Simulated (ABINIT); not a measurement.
# Run report: NiSi$_{2}$, geometry relaxation (part 2 of 3)

The same run, continued: NiSi$_{2}$ (Fm-3m, 3 atoms in the cell); Kohn-Sham DFT of a periodic cell, PBEsol, JTH PAW PBE v2.0, spin-polarised (ABINIT 10.8.3); cutoff 1115.67 eV, 7×7×7 k-mesh, fermi-dirac of 0.05 eV, collinear spins. The structure derives from an entry of the Crystallography Open Database.

Geometry of the input (Å; fractional positions):
```
0.0000  2.7030  2.7030
2.7030  0.0000  2.7030
2.7030  2.7030  0.0000
Ni 0.0000  0.0000  0.0000
Si 0.7500  0.7500  0.7500
Si 0.2500  0.2500  0.2500
```

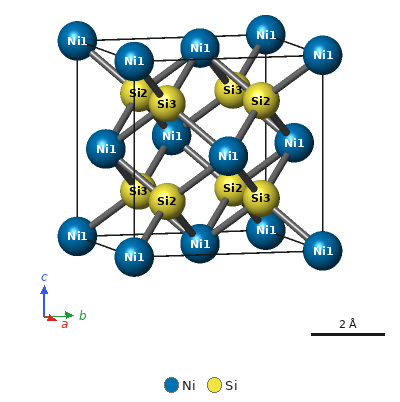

Figure 1. The structure as given in the input (ball-and-stick view of the cell 4 times as large as that of the calculation, set on its symmetry axes, seen slightly off an axis; atoms are numbered from 1 in the order of the input). An atom can appear more than once, as a periodic image.

**What the program printed, continued**
```
 ------------------------------------------------------------------------------------------------------------
  Sum:                 9.486916     9.486916     18.973832     0.000000
 Total magnetization (from the atomic spheres):                0.000000
 Total magnetization (exact up - dn):                          0.000000

---OUTPUT-----------------------------------------------------------------------

 Cartesian coordinates (xcart) [bohr]
  0.00000000000000E+00  0.00000000000000E+00  0.00000000000000E+00
  7.66189457749310E+00  7.66189457749310E+00  7.66189457749310E+00
  2.55396485916437E+00  2.55396485916437E+00  2.55396485916437E+00
 Reduced coordinates (xred)
  0.00000000000000E+00  0.00000000000000E+00  0.00000000000000E+00
  7.50000000000000E-01  7.50000000000000E-01  7.50000000000000E-01
  2.50000000000000E-01  2.50000000000000E-01  2.50000000000000E-01
 Cartesian forces (fcart) [Ha/bohr]; max,rms= 0.00000E+00 0.00000E+00 (free atoms)
 -0.00000000000000E+00 -0.00000000000000E+00 -0.00000000000000E+00
 -0.00000000000000E+00 -0.00000000000000E+00 -0.00000000000000E+00
 -0.00000000000000E+00 -0.00000000000000E+00 -0.00000000000000E+00
 Gradient of E wrt nuclear positions in reduced coordinates (gred)
  0.00000000000000E+00  0.00000000000000E+00  0.00000000000000E+00
  0.00000000000000E+00  0.00000000000000E+00  0.00000000000000E+00
  0.00000000000000E+00  0.00000000000000E+00  0.00000000000000E+00
 Scale of Primitive Cell (acell) [bohr]
  1.88972612590778E+00  1.88972612590778E+00  1.88972612590778E+00
 Real space primitive translations (rprimd) [bohr]
  0.00000000000000E+00  5.10792971832873E+00  5.10792971832873E+00
  5.10792971832873E+00  0.00000000000000E+00  5.10792971832873E+00
  5.10792971832873E+00  5.10792971832873E+00  0.00000000000000E+00
 Unitary Cell Volume (ucvol) [Bohr^3]=  2.66541436980873E+02
 Angles (23,13,12)= [degrees]
  6.00000000000000E+01  6.00000000000000E+01  6.00000000000000E+01
 Lengths [Bohr]
  7.22370348330908E+00  7.22370348330908E+00  7.22370348330908E+00
 Stress tensor in cartesian coordinates (strten) [Ha/bohr^3]
  4.18477690758735E-05  0.00000000000000E+00  0.00000000000000E+00
  0.00000000000000E+00  4.18477690758857E-05  0.00000000000000E+00
  0.00000000000000E+00  0.00000000000000E+00  4.18477690758822E-05
 Total energy (etotal) [Ha]= -1.78779793312093E+02

--- Iteration: ( 2/50) Internal Cycle: (1/1)
--------------------------------------------------------------------------------

---SELF-CONSISTENT-FIELD CONVERGENCE--------------------------------------------

--- !BeginCycle
iteration_state: {dtset: 1, itime: 2, icycle: 1, }
solver: {iscf: 17, nstep: 80, nline: 4, wfoptalg: 10, }
tolerances: {tolvrs: 1.00E-10, }
...

     iter   Etot(hartree)      deltaE(h)  residm     nres2   difmagsph maxmagsph
 ETOT  1  -178.78277692567    -1.788E+02 4.375E+00 7.261E+00 3.703E-07 3.703E-07
 ETOT  2  -178.81352486747    -3.075E-02 2.441E-01 1.118E+02 3.359E-07 4.696E-07
 ETOT  3  -178.77878072910     3.474E-02 4.922E-03 1.626E-02 2.516E-06 2.481E-06
 ETOT  4  -178.77985711192    -1.076E-03 6.373E-03 4.043E-02 2.274E-06 7.170E-07
 ETOT  5  -178.77983704172     2.007E-05 1.619E-05 1.864E-02 1.792E-07 5.378E-07
 ETOT  6  -178.77982558228     1.146E-05 5.244E-05 8.910E-04 9.841E-08 5.198E-07
 ETOT  7  -178.77982502396     5.583E-07 2.605E-06 1.022E-04 1.895E-07 3.303E-07
 ETOT  8  -178.77982496310     6.085E-08 8.942E-07 5.675E-06 8.599E-08 2.443E-07
 ETOT  9  -178.77982496848    -5.376E-09 4.351E-07 2.048E-06 8.650E-08 1.578E-07
 ETOT 10  -178.77982497002    -1.537E-09 1.208E-07 1.273E-08 7.058E-08 8.721E-08
 ETOT 11  -178.77982497086    -8.456E-10 5.196E-08 5.406E-09 3.378E-08 5.343E-08
 ETOT 12  -178.77982497109    -2.245E-10 1.660E-08 1.808E-09 2.059E-08 3.284E-08
 ETOT 13  -178.77982497115    -6.261E-11 7.774E-09 3.175E-10 1.347E-08 1.937E-08
 ETOT 14  -178.77982497117    -2.103E-11 2.295E-09 7.719E-11 1.016E-08 0.000E+00

 At SCF step   14       nres2   =  7.72E-11 < tolvrs=  1.00E-10 =>converged.

 Cartesian components of stress tensor (hartree/bohr^3)
  sigma(1 1)=  2.11155105E-05  sigma(3 2)=  0.00000000E+00
  sigma(2 2)=  2.11155105E-05  sigma(3 1)=  0.00000000E+00
  sigma(3 3)=  2.11155105E-05  sigma(2 1)=  0.00000000E+00

--- !ResultsGS
iteration_state: {dtset: 1, itime: 2, icycle: 1, }
comment   : Summary of ground state results
lattice_vectors:
- [  0.0000000,   5.1015171,   5.1015171, ]
- [  5.1015171,   0.0000000,   5.1015171, ]
- [  5.1015171,   5.1015171,   0.0000000, ]
lattice_lengths: [   7.21463,    7.21463,    7.21463, ]
lattice_angles: [ 60.000,  60.000,  60.000, ] # degrees, (23, 13, 12)
lattice_volume:   2.6553882E+02
convergence: {deltae: -2.103E-11, res2:  7.719E-11, residm:  2.295E-09, diffor: null, }
etotal    :  -1.78779825E+02
entropy   :   0.00000000E+00
fermie    :   3.83085708E-01
cartesian_stress_tensor: # hartree/bohr^3
- [  2.11155105E-05,   0.00000000E+00,   0.00000000E+00, ]
- [  0.00000000E+00,   2.11155105E-05,   0.00000000E+00, ]
- [  0.00000000E+00,   0.00000000E+00,   2.11155105E-05, ]
pressure_GPa:  -6.2124E-01
xred      :
- [  0.0000E+00,   0.0000E+00,   0.0000E+00, Ni]
- [  7.5000E-01,   7.5000E-01,   7.5000E-01, Si]
- [  2.5000E-01,   2.5000E-01,   2.5000E-01, Si]
cartesian_forces: # hartree/bohr
- [ -3.43628026E-32,  -1.71814013E-31,   3.43628026E-32, ]
- [ -1.37451210E-31,   3.43628026E-31,   1.37451210E-31, ]
- [  1.71814013E-31,  -1.71814013E-31,  -1.71814013E-31, ]
force_length_stats: {min:   1.78554360E-31, max:   3.94798544E-31, mean:   2.90314501E-31, }
...

 Integrated electronic and magnetization densities in atomic spheres:
 ------------------------------------------------------------------------------------------------------------
 Radius=ratsph(iatom), smearing ratsm=  0.0000. Diff(up-dn)=approximate z local magnetic moment.
    Atom    Radius    up_density   dn_density  Total(up+dn)  Diff(up-dn)
    1 Ni   1.81432     7.981693     7.981693     15.963386     0.000000
    2 Si   1.90945     0.754606     0.754606      1.509212    -0.000000
    3 Si   1.90945     0.754606     0.754606      1.509212    -0.000000
 ------------------------------------------------------------------------------------------------------------
  Sum:                 9.490905     9.490905     18.981810     0.000000
 Total magnetization (from the atomic spheres):                0.000000
 Total magnetization (exact up - dn):                          0.000000

---OUTPUT-----------------------------------------------------------------------

 Cartesian coordinates (xcart) [bohr]
  0.00000000000000E+00  0.00000000000000E+00  0.00000000000000E+00
  7.65227558164423E+00  7.65227558164423E+00  7.65227558164423E+00
  2.55075852721474E+00  2.55075852721474E+00  2.55075852721474E+00
 Reduced coordinates (xred)
  0.00000000000000E+00  0.00000000000000E+00  0.00000000000000E+00
  7.50000000000000E-01  7.50000000000000E-01  7.50000000000000E-01
  2.50000000000000E-01  2.50000000000000E-01  2.50000000000000E-01
 Cartesian forces (fcart) [Ha/bohr]; max,rms= 3.43628E-31 1.75217E-31 (free atoms)
 -3.43628025765860E-32 -1.71814012882930E-31  3.43628025765860E-32
 -1.37451210306344E-31  3.43628025765860E-31  1.37451210306344E-31
  1.71814012882930E-31 -1.71814012882930E-31 -1.71814012882930E-31
 Gradient of E wrt nuclear positions in reduced coordinates (gred)
  7.01209693529788E-31 -9.54465501140178E-49  1.05181454029468E-30
 -2.45423392735426E-30  3.55272246157518E-47 -1.05181454029468E-30
  1.75302423382447E-30 -7.83633361247622E-47  7.83633361247622E-47
 Scale of Primitive Cell (acell) [bohr]
  7.21463460705182E+00  7.21463460705182E+00  7.21463460705182E+00
 Real space primitive translations (rprimd) [bohr]
  0.00000000000000E+00  5.10151705442948E+00  5.10151705442948E+00
  5.10151705442948E+00  0.00000000000000E+00  5.10151705442948E+00
  5.10151705442948E+00  5.10151705442948E+00  0.00000000000000E+00
 Unitary Cell Volume (ucvol) [Bohr^3]=  2.65538821945745E+02
 Angles (23,13,12)= [degrees]
  6.00000000000000E+01  6.00000000000000E+01  6.00000000000000E+01
 Lengths [Bohr]
  7.21463460705182E+00  7.21463460705182E+00  7.21463460705182E+00
 Stress tensor in cartesian coordinates (strten) [Ha/bohr^3]
  2.11155104567259E-05  0.00000000000000E+00  0.00000000000000E+00
  0.00000000000000E+00  2.11155104567207E-05  0.00000000000000E+00
  0.00000000000000E+00  0.00000000000000E+00  2.11155104567293E-05
 Total energy (etotal) [Ha]= -1.78779824971169E+02

 Difference of energy with previous step (new-old):
           Absolute (Ha)=-3.16591E-05
           Relative     =-1.77084E-07

--- Iteration: ( 3/50) Internal Cycle: (1/1)
--------------------------------------------------------------------------------

---SELF-CONSISTENT-FIELD CONVERGENCE--------------------------------------------

--- !BeginCycle
iteration_state: {dtset: 1, itime: 3, icycle: 1, }
solver: {iscf: 17, nstep: 80, nline: 4, wfoptalg: 10, }
tolerances: {tolvrs: 1.00E-10, }
...

     iter   Etot(hartree)      deltaE(h)  residm     nres2   difmagsph maxmagsph
 ETOT  1  -178.78284816911    -1.788E+02 2.943E-02 7.412E+00 3.969E-07 3.969E-07
 ETOT  2  -178.81396237224    -3.111E-02 6.181E-02 1.135E+02 7.966E-07 1.193E-06
 ETOT  3  -178.77877583009     3.519E-02 1.482E-01 1.674E-02 3.194E-05 3.075E-05
 ETOT  4  -178.77986826294    -1.092E-03 1.579E-03 4.144E-02 2.325E-05 7.501E-06
 ETOT  5  -178.77984786912     2.039E-05 1.853E-05 1.913E-02 7.695E-07 8.270E-06
 ETOT  6  -178.77983612988     1.174E-05 2.632E-04 9.054E-04 1.627E-06 6.644E-06
 ETOT  7  -178.77983556631     5.636E-07 5.740E-04 1.061E-04 3.059E-06 3.584E-06
 ETOT  8  -178.77983550125     6.506E-08 1.128E-05 5.561E-06 1.207E-06 2.377E-06
 ETOT  9  -178.77983550705    -5.803E-09 3.473E-07 2.093E-06 1.010E-06 1.367E-06
 ETOT 10  -178.77983550858    -1.525E-09 8.905E-07 1.129E-08 6.211E-07 7.454E-07
 ETOT 11  -178.77983550946    -8.844E-10 4.765E-08 3.896E-09 3.346E-07 4.108E-07
 ETOT 12  -178.77983550969    -2.278E-10 9.138E-08 1.303E-09 1.354E-07 2.754E-07
 ETOT 13  -178.77983550975    -6.014E-11 6.766E-09 1.553E-10 1.688E-07 1.066E-07
 ETOT 14  -178.77983550977    -2.331E-11 1.030E-08 5.260E-11 5.680E-08 4.983E-08

 At SCF step   14       nres2   =  5.26E-11 < tolvrs=  1.00E-10 =>converged.

 Cartesian components of stress tensor (hartree/bohr^3)
  sigma(1 1)= -3.40353448E-07  sigma(3 2)=  0.00000000E+00
  sigma(2 2)= -3.40353448E-07  sigma(3 1)=  0.00000000E+00
  sigma(3 3)= -3.40353448E-07  sigma(2 1)=  0.00000000E+00

--- !ResultsGS
iteration_state: {dtset: 1, itime: 3, icycle: 1, }
comment   : Summary of ground state results
lattice_vectors:
- [  0.0000000,   5.0950352,   5.0950352, ]
- [  5.0950352,   0.0000000,   5.0950352, ]
- [  5.0950352,   5.0950352,   0.0000000, ]
lattice_lengths: [   7.20547,    7.20547,    7.20547, ]
lattice_angles: [ 60.000,  60.000,  60.000, ] # degrees, (23, 13, 12)
lattice_volume:   2.6452795E+02
convergence: {deltae: -2.331E-11, res2:  5.260E-11, residm:  1.030E-08, diffor: null, }
etotal    :  -1.78779836E+02
entropy   :   0.00000000E+00
fermie    :   3.85384961E-01
cartesian_stress_tensor: # hartree/bohr^3
- [ -3.40353448E-07,   0.00000000E+00,   0.00000000E+00, ]
- [  0.00000000E+00,  -3.40353448E-07,   0.00000000E+00, ]
- [  0.00000000E+00,   0.00000000E+00,  -3.40353448E-07, ]
pressure_GPa:   1.0014E-02
xred      :
- [ -2.0265E-32,   3.3776E-32,  -4.7286E-32, Ni]
- [  7.5000E-01,   7.5000E-01,   7.5000E-01, Si]
- [  2.5000E-01,   2.5000E-01,   2.5000E-01, Si]
cartesian_forces: # hartree/bohr
- [  6.88130366E-31,  -6.88130366E-31,  -1.37626073E-31, ]
- [ -1.37626073E-30,   5.50504292E-31,  -1.37626073E-31, ]
- [  6.88130366E-31,   1.37626073E-31,   2.75252146E-31, ]
force_length_stats: {min:   7.53809047E-31, max:   1.48865359E-30, mean:   1.07510313E-30, }
...

 Integrated electronic and magnetization densities in atomic spheres:
 ------------------------------------------------------------------------------------------------------------
 Radius=ratsph(iatom), smearing ratsm=  0.0000. Diff(up-dn)=approximate z local magnetic moment.
    Atom    Radius    up_density   dn_density  Total(up+dn)  Diff(up-dn)
    1 Ni   1.81432     7.984151     7.984151     15.968303     0.000000
    2 Si   1.90945     0.753057     0.753057      1.506114    -0.000000
    3 Si   1.90945     0.753057     0.753057      1.506114    -0.000000
 ------------------------------------------------------------------------------------------------------------
  Sum:                 9.490266     9.490266     18.980532     0.000000
 Total magnetization (from the atomic spheres):                0.000000
 Total magnetization (exact up - dn):                          0.000000

---OUTPUT-----------------------------------------------------------------------
```
